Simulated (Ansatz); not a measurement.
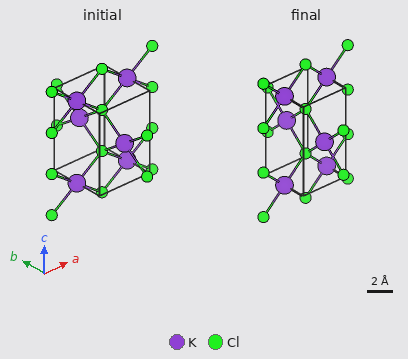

The structure of solid KCl (a generated structure, set up in P4_2/mmc) before (left) and after (right) a relaxation, at one scale.

A ball-and-stick model of the cell of the calculation, seen from a free direction.

Method: Ansatz, DFT PBE, scalar-relativistic, plane waves, PAW. Set-up: plane-wave cutoff 420 eV; k-point mesh 4 × 4 × 4; occupations gaussian; smearing width 0.02 eV; no spin polarisation; cell and atoms relaxed; force threshold 0.01 eV/Å; at most 80 steps.

Q: What changed between the two?

A: After 5 accepted moves (6 points after the start) the energy has fallen by 122 meV per atom. All forces vanish by symmetry, so only the cell relaxes. The pressure goes from −1.33 to 0.02 GPa. At 1 point the geometry stayed and the basis and grid were re-selected for the new cell (energy shift of less than 0.05 meV per atom at most each time). The atoms keep their places relative to the cell (all moves are under 0.005 Å). The volume changes by −23.9 %, with a = b 5.413 → 4.543 Å (−16.1 %), c 7.656 → 8.272 Å (+8.0 %). Some distances before and after: Cl–K 3.315 → 3.072 Å. Bond angles that change, for instance: Cl–K–Cl 70.5° → 84.6°, Cl–K–Cl 109.5° → 95.4°, K–Cl–K 109.5° → 95.4°. The space group stays P4_2/mmc (No. 131).
